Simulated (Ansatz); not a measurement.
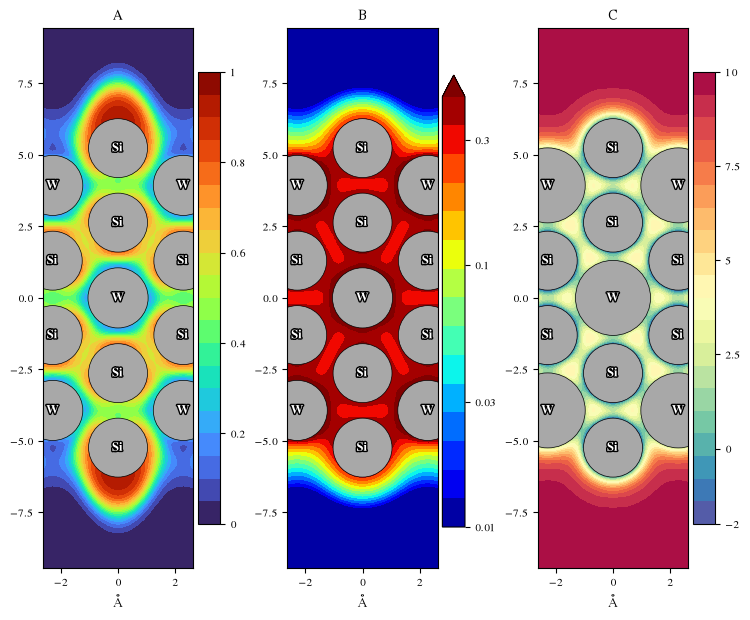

Si2W (slab): 3 fields on the (110) plane of the calculation cell, a cut from vacuum to vacuum, with unlabelled colour scales. Grey discs cover the atomic cores.

Not relaxed (largest force 0.4 eV/Å).

All numbers below come from Ansatz 0.2.0, DFT PBE, scalar-relativistic, plane waves, PAW.

```xyz
9
Lattice="3.2290 0.0000 0.0000 0.0000 3.2290 0.0000 0.0000 0.0000 25.4696" Properties=species:S:1:pos:R:3 pbc="T T T"
Si    0.0000    0.0000    7.5000
W     1.6145    1.6145    8.8013
Si    0.0000    0.0000   10.1028
Si    1.6145    1.6145   11.4333
W     0.0000    0.0000   12.7348
Si    1.6145    1.6145   14.0363
Si    0.0000    0.0000   15.3668
W     1.6145    1.6145   16.6683
Si    0.0000    0.0000   17.9696
```

### The panels show electron localisation function, electrostatic potential energy of an electron and valence pseudo-density in some order. Assign them.

Panel A: electron localisation function. Panel B: valence pseudo-density. Panel C: electrostatic potential energy of an electron (low next to the atoms, rising into the space between them). From the grid: Si–W (2.63 Å): the density is about 0.41 e/Å³ at the midpoint; the ELF peaks at about 0.70 in the valence shell of Si, 1.0 Å from its nucleus, and is about 0.45 at the midpoint.
